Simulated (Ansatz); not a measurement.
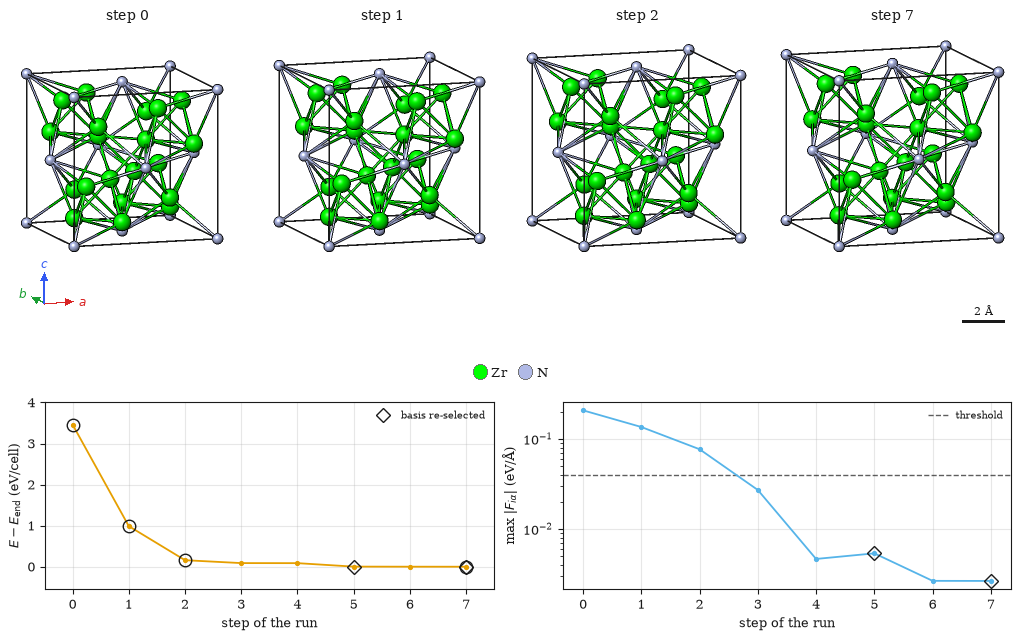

Frames of a relaxation of a crystal of Zr₅N (a generated structure, set up in F-43m) (coarse preliminary run), marked on the history of the run. The picture is a ball-and-stick view of the conventional cell (4 times the calculation's cell), seen slightly off an axis. Lengths and directions refer to the drawn axes.

These are results of Ansatz 0.2.0, DFT PBE, scalar-relativistic, plane waves, PAW, not measurements.

Input
```yaml
crystal:
  lattice:
    - [0.0, 3.62659832, 3.62659832]
    - [3.62659832, 0.0, 3.62659832]
    - [3.62659832, 3.62659832, 0.0]
  atoms:
    - { symbol: Zr, position: [0.62475203, 0.1257439, 0.62475203] }
    - { symbol: Zr, position: [0.25, 0.25, 0.25] }
    - { symbol: Zr, position: [0.1257439, 0.62475203, 0.62475203] }
    - { symbol: Zr, position: [0.62475203, 0.62475203, 0.62475203] }
    - { symbol: Zr, position: [0.62475203, 0.62475203, 0.1257439] }
    - { symbol: "N", position: [0.0, 0.0, 0.0] }
basis:
  ecutwfc: 420
kpoints:
  mp_grid: { grid: [4, 4, 4] }
hamiltonian:
  xc: pbe
scf:
  occupations: { method: gaussian, width: 0.1 }
  lower_state_search: "off"
output:
  forces: true
  stress: true
  eigenvalues: true
relax:
  adjacent_minimum: "off"
  f_tol: 0.04
  max_steps: 70
  cell: { stress_tol: 0.4 }
```

Command:
```bash
ansatz run input.yaml --threads 1 --pin off --max-ram 2560MiB --backend cpu --events-out ev --progress --plain --runs-dir out
```

> What happens along the run?

The largest moves relative to the cell, 0.031 Å, are those of Zr1, Zr3, Zr4 and Zr5. Zr4 goes along [−1 1 −1]. N stays in place. The drawn cell changes as follows: a = b = c 7.253 → 8.058 Å (+11.1 %); the volume changes by +37.1 %. Some distances before and after: Zr2–N6 3.141 → 3.489 Å, Zr1–N6 3.008 → 3.347 Å, Zr1–Zr3 2.569 → 2.905 Å, Zr1–Zr2 3.006 → 3.335 Å. The space group stays F-43m (No. 216). The energy falls by 3.463 eV per cell of the calculation in 5 accepted moves (7 points after the start). Largest force component: 0.21 eV/Å at the start, 0.0027 eV/Å at the end. Pressure: 39.70 GPa at the start and 0.06 GPa at the end. At 2 points the geometry stayed and the basis and grid were re-selected for the new cell (energy shift of 84.4 meV per cell of the calculation at most each time). From step 0 to 1: volume +15.3 %, energy −2.474 eV per cell of the calculation. From step 1 to 2: volume +12.4 %, energy −0.830 eV per cell of the calculation. From step 2 to 7: volume +5.8 %, energy −0.159 eV per cell of the calculation.
